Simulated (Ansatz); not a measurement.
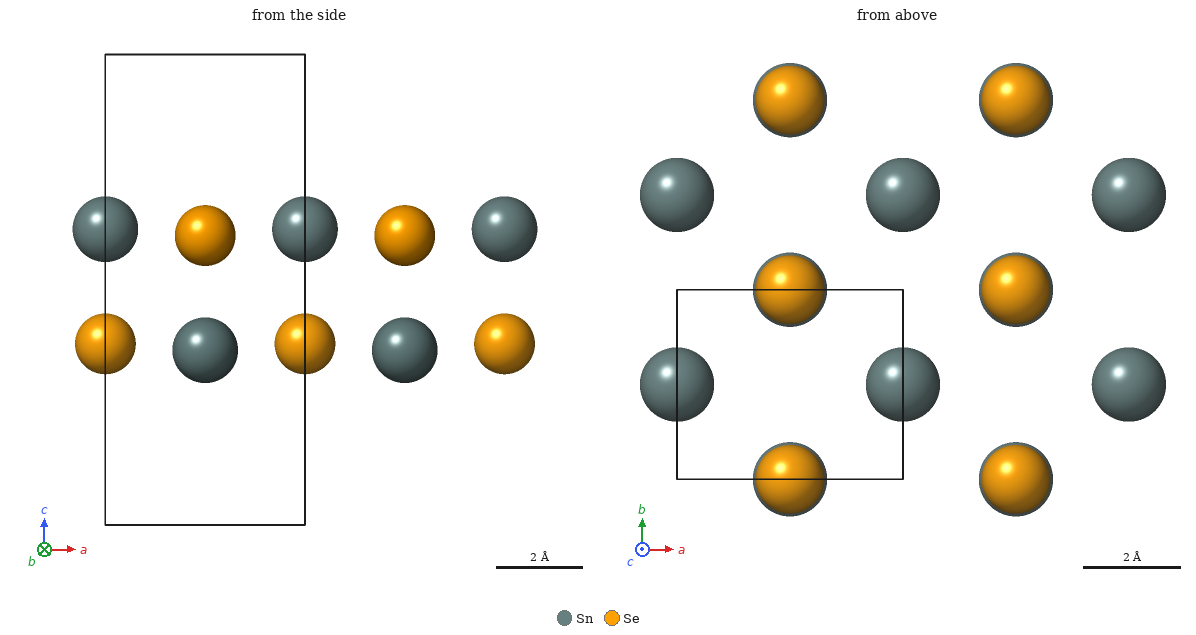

A spheres-only picture of a periodic sheet, seen from the side and from above. The surface normal points up in side views; the box is the simulation cell. 2×2 cells are drawn in the plane, with atoms at the edges repeated.

The cell holds 2 Sn, 2 Se.

Q: What is exposed at the top and at the bottom?

A: The top face ends in Se and Sn, the bottom face in Se and Sn. The two faces are alike.

Q: How far apart are the outermost atoms along the normal?

A: About 2.8 Å from the lowest to the highest atom, with about 8 Å of vacuum to the next image.

Q: Name the atomic layers in order from the top face down.

A: Two planes: SnSe / SnSe.

The structure was taken from a structure listed in the Materials Project. The cell was then strained or its atoms displaced on purpose. It went into a calculation with Ansatz.
